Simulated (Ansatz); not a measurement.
# Zr$_{4}$O: band-structure calculation (part 2 of 2)

The same run, continued: Zr$_{4}$O (15 atoms in the cell); DFT r2SCAN, scalar-relativistic, plane waves, PAW, no spin polarisation (Ansatz 0.2.0); cutoff 500 eV, 6×6×6 k-mesh, Gaussian smearing of 0.1 eV. The structure derives from a Materials Project entry.

**Log, continued**
```
  k-point 2: bands = ["-36.1441", "-36.0788", "-36.0675", "-36.0517", "-36.0352", "-36.0274", "-36.0095", "-35.9512", "-35.9385", "-35.9340", "-35.9133", "-35.9098", "-14.3750", "-14.1403", "-14.0328", "-13.8694", "-13.7754", "-13.7546", "-13.7373", "-13.6837", "-13.6621", "-13.5828", "-13.5714", "-13.5478", "-13.4892", "-13.4454", "-13.4075", "-13.4000", "-13.3519", "-13.3243", "-13.3175", "-13.2959", "-13.2834", "-13.2555", "-13.2408", "-13.2309", "-13.1800", "-13.1686", "-13.1666", "-13.1501", "-13.1450", "-13.1112", "-13.1008", "-13.0920", "-13.0813", "-13.0548", "-13.0129", "-12.9896", "-7.1176", "-6.8752", "-6.7186", "6.9017", "7.0593", "7.1555", "7.4109", "7.4238", "7.4832", "7.7402", "7.7912", "7.9127", "10.3618", "11.4802", "11.9008", "12.1057", "12.1323", "12.1965", "12.3636", "12.4944", "12.6567", "12.9254", "13.0618", "13.1358", "13.2909", "13.3844", "13.5939", "13.6597", "13.7706", "13.8292", "13.9662", "14.0383", "14.2051", "14.7693", "14.8859", "14.9537", "15.0660", "15.3286", "15.5008", "15.5204", "15.6406", "15.7032", "15.9659", "15.9800", "16.2428", "16.4277", "16.6251", "16.8318", "16.8639", "16.9412", "17.0377", "17.0622", "17.3274", "17.6022", "17.7776", "17.8556", "18.0761", "18.2195", "18.3886", "18.4909", "18.5135", "18.6558", "18.8376", "19.0005", "19.0807", "19.2833", "19.3132", "19.4566", "19.5662", "19.7764"]
  k-point 39: bands = ["-36.1771", "-36.1093", "-36.0332", "-36.0332", "-36.0289", "-36.0289", "-36.0283", "-35.9602", "-35.9157", "-35.9157", "-35.9143", "-35.9143", "-14.4221", "-14.1314", "-13.8519", "-13.8519", "-13.7482", "-13.7482", "-13.7452", "-13.7169", "-13.7117", "-13.5770", "-13.5625", "-13.5625", "-13.5391", "-13.5391", "-13.4854", "-13.4775", "-13.3798", "-13.3798", "-13.3756", "-13.3675", "-13.3675", "-13.3017", "-13.1822", "-13.1570", "-13.1570", "-13.1380", "-13.1380", "-13.1180", "-13.1180", "-13.1027", "-13.0724", "-13.0724", "-13.0135", "-13.0135", "-12.9455", "-12.9455", "-7.2722", "-6.8866", "-6.5693", "6.9645", "6.9645", "7.0278", "7.3815", "7.4686", "7.4686", "7.6476", "7.9736", "7.9736", "9.8545", "9.9912", "12.0662", "12.4704", "12.7574", "12.8662", "12.9601", "12.9601", "13.0703", "13.0703", "13.1837", "13.1895", "13.3842", "13.4931", "13.4931", "13.8793", "13.8793", "14.2938", "14.3503", "14.3503", "14.4962", "14.6737", "14.6737", "14.9636", "14.9636", "15.0275", "15.0275", "15.0497", "15.3350", "15.5796", "15.5796", "16.2168", "16.2168", "16.4901", "16.7170", "16.7170", "16.8565", "16.9190", "17.2632", "17.2632", "17.3016", "17.3016", "17.6565", "17.6896", "17.7752", "17.7752", "18.3194", "18.4827", "18.8106", "18.8106", "18.9140", "18.9140", "19.0290", "19.0290", "19.0412", "19.1245", "19.1245", "19.4049"]
--- Löwdin populations: 15 sites ---
  site symbol       q [e]
     0     Zr     11.7998
     1     Zr     11.6998
     2     Zr     11.7998
     3     Zr     11.6998
     4     Zr     11.7998
     5     Zr     11.6998
     6     Zr     11.7998
     7     Zr     11.6998
     8     Zr     11.7998
     9     Zr     11.6998
    10     Zr     11.7998
    11     Zr     11.6998
    12      O      6.6016
    13      O      6.6168
    14      O      6.6168
  spilling = 0.007206 (of n_electrons = 162.000000)
```

**File populations.tsv**
```
# site	symbol	l	j	q
# orbitals = lowdin
# n_electrons = 162.000000
# spilling = 0.007206
0	Zr	0_4S	-	1.945372
0	Zr	0_5S	-	0.793015
0	Zr	1_4P	-	5.976977
0	Zr	2_4D	-	3.084433
1	Zr	0_4S	-	1.943961
1	Zr	0_5S	-	0.721483
1	Zr	1_4P	-	5.977669
1	Zr	2_4D	-	3.056672
2	Zr	0_4S	-	1.945372
2	Zr	0_5S	-	0.793015
2	Zr	1_4P	-	5.976977
2	Zr	2_4D	-	3.084433
3	Zr	0_4S	-	1.943961
3	Zr	0_5S	-	0.721483
3	Zr	1_4P	-	5.977669
3	Zr	2_4D	-	3.056672
4	Zr	0_4S	-	1.945372
4	Zr	0_5S	-	0.793015
4	Zr	1_4P	-	5.976977
4	Zr	2_4D	-	3.084433
5	Zr	0_4S	-	1.943961
5	Zr	0_5S	-	0.721483
5	Zr	1_4P	-	5.977669
5	Zr	2_4D	-	3.056672
6	Zr	0_4S	-	1.945372
6	Zr	0_5S	-	0.793015
6	Zr	1_4P	-	5.976977
6	Zr	2_4D	-	3.084433
7	Zr	0_4S	-	1.943961
7	Zr	0_5S	-	0.721483
7	Zr	1_4P	-	5.977669
7	Zr	2_4D	-	3.056672
8	Zr	0_4S	-	1.945372
8	Zr	0_5S	-	0.793015
8	Zr	1_4P	-	5.976977
8	Zr	2_4D	-	3.084433
9	Zr	0_4S	-	1.943961
9	Zr	0_5S	-	0.721483
9	Zr	1_4P	-	5.977669
9	Zr	2_4D	-	3.056672
10	Zr	0_4S	-	1.945372
10	Zr	0_5S	-	0.793015
10	Zr	1_4P	-	5.976977
10	Zr	2_4D	-	3.084433
11	Zr	0_4S	-	1.943961
11	Zr	0_5S	-	0.721483
11	Zr	1_4P	-	5.977669
11	Zr	2_4D	-	3.056672
12	O	0_2S	-	1.693345
12	O	1_2P	-	4.908242
13	O	0_2S	-	1.703146
13	O	1_2P	-	4.913646
14	O	0_2S	-	1.703146
14	O	1_2P	-	4.913646
```

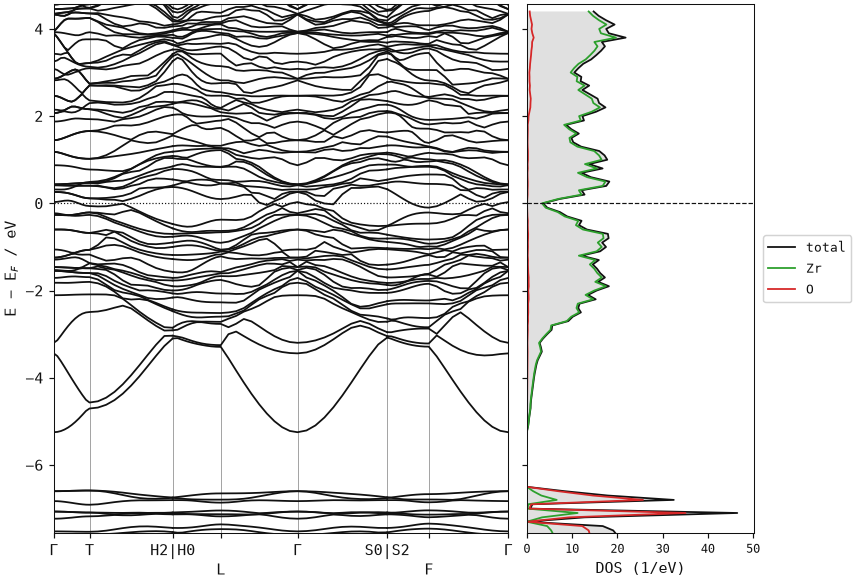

*Band structure along Γ–T–H2|H0–L–Γ–S0|S2–F–Γ and density of states (projected on Löwdin-orthogonalised atomic shells), with energies from the Fermi level.*

Bands cross the Fermi level: a metal at this level of theory.

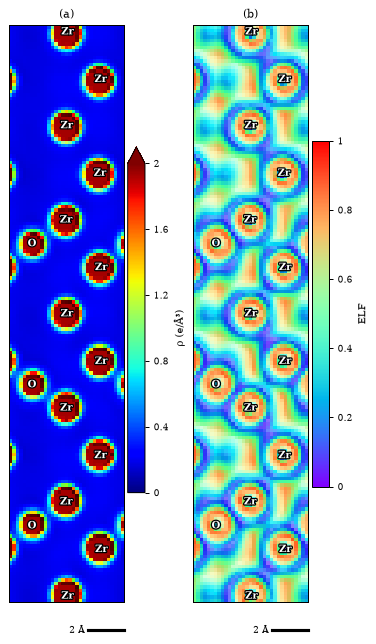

*(a) valence pseudo-density; (b) electron localisation function on the (100) plane of the conventional cell.*

Zr–O (2.27 Å): ρ at the midpoint is about 0.42 e/Å³; the ELF peaks at about 0.80 in the valence shell of O, 0.6 Å from its nucleus, and drops to about 0.10 between the two atoms; a polar contact without a shared pair, in a metal. Zr–Zr (3.17 Å): ρ is about 0.17 e/Å³ halfway; the ELF is about 0.20 at the midpoint; no localised pair between them. Zr–Zr (3.23 Å): ρ is about 0.14 e/Å³ halfway; the ELF is about 0.10 at the midpoint (no shared electron pair). Zr–Zr (3.23 Å): the density is about 0.14 e/Å³ at the midpoint; the ELF is about 0.10 at the midpoint (no shared electron pair). Away from the nuclei the density in this plane falls to 0.11 e/Å³ at its lowest.  The strong features right at Zr lie inside the PAW spheres (semicore, d or f shells) and say nothing about bonding. The fields are those of the smooth PAW valence density.

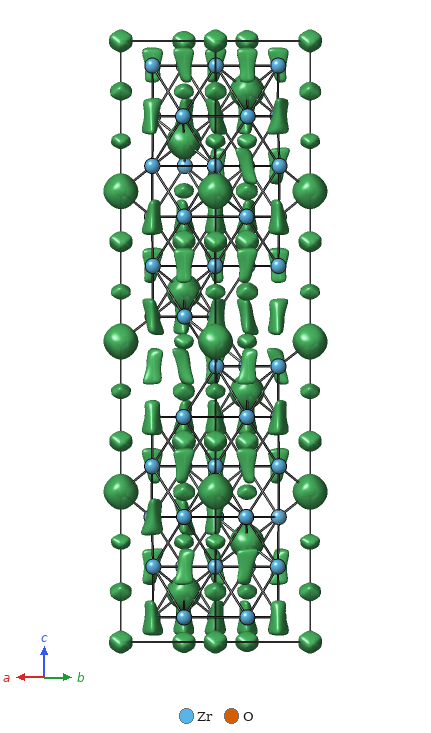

*Isosurface of the ELF at 0.6 (green), seen along [110]. Core shells and regions of very low density are left out. Sticks mark near contacts. The outline is the cell set on symmetry axes.*

Along the contacts the grid gives the following. Zr–O (2.27 Å): the ELF peaks at about 0.80 in the valence shell of O, 0.6 Å from its nucleus, and drops to about 0.10 between the two atoms; no shared pair; the contact is polar. Zr–Zr (3.16 Å): the ELF is about 0.20 at the midpoint; no shared electron pair.

The run was set up as follows.

**Input file**
```yaml
crystal:
  lattice:
    - [2.8265125042, 1.6318877552, 10.3705768442]
    - [-2.8265125042, 1.6318877552, 10.3705768442]
    - [0.0, -3.2637755103, 10.3705768442]
  atoms:
    - { symbol: Zr, position: [0.6224819891, 0.9632833058, 0.291285425] }
    - { symbol: Zr, position: [0.1237057854, 0.4680879933, 0.7842661524] }
    - { symbol: Zr, position: [0.9632833058, 0.291285425, 0.6224819891] }
    - { symbol: Zr, position: [0.4680879933, 0.7842661524, 0.1237057854] }
    - { symbol: Zr, position: [0.291285425, 0.6224819891, 0.9632833058] }
    - { symbol: Zr, position: [0.7842661524, 0.1237057854, 0.4680879933] }
    - { symbol: Zr, position: [0.0367166942, 0.708714575, 0.3775180109] }
    - { symbol: Zr, position: [0.5319120067, 0.2157338476, 0.8762942146] }
    - { symbol: Zr, position: [0.3775180109, 0.0367166942, 0.708714575] }
    - { symbol: Zr, position: [0.8762942146, 0.5319120067, 0.2157338476] }
    - { symbol: Zr, position: [0.708714575, 0.3775180109, 0.0367166942] }
    - { symbol: Zr, position: [0.2157338476, 0.8762942146, 0.5319120067] }
    - { symbol: O, position: [0.5, 0.5, 0.5] }
    - { symbol: O, position: [0.2499692845, 0.2499692845, 0.2499692845] }
    - { symbol: O, position: [0.7500307155, 0.7500307155, 0.7500307155] }
basis:
  ecutwfc: 500
kpoints:
  mp_grid: { grid: [6, 6, 6] }
  band_path:
    path:
      - [[0.0, 0.0, 0.0], [-0.5, -0.5, -0.5], [-0.5, -0.18317425, -0.81682575]]
      - [[-0.18317425, 0.18317425, -0.5], [0.0, 0.0, -0.5], [0.0, 0.0, 0.0], [0.0, 0.34158712, -0.34158712]]
      - [[-0.34158712, 0.0, -0.65841288], [-0.5, 0.0, -0.5], [0.0, 0.0, 0.0]]
    npoints: 10
hamiltonian:
  xc: r2scan
scf:
  occupations: { method: gaussian, width: 0.1 }
  n_extra_bands: 37
output:
  forces: true
  stress: true
  eigenvalues: true
  populations: true
  dos: { projected: true, de: 0.02, nscf_kmesh: { grid: [9, 9, 9] } }
  bader: false
  write_density: true
  write_potential: true
  elf: true
  volumetric_format: npy
```

Run as:
```bash
ansatz run input.yaml --threads 4 --pin off --max-ram 10240MiB --backend cpu --events-out ev --progress --plain --runs-dir out
```

**Key numbers**

| quantity | value |
| --- | --- |
| outcome | converged |
| space group (tolerance 0.01 Å) | R-3 (148) |
| electrons treated | 162 |
| free energy | −52056.6766 eV |
| Fermi energy | 14.559 eV |
| gap on the k-point mesh | none (metallic) |
| pressure | 0.00 GPa |
| largest force (length of the vector) | 0.001 eV/Å |
| hardware | 4 threads of Oxide Virtual Turin-like (Zen 5), 32 GiB of memory available, shared host |
| wall time | 1.8 min (CPU time 6.9 min) |
| peak memory | 3.8 GiB |
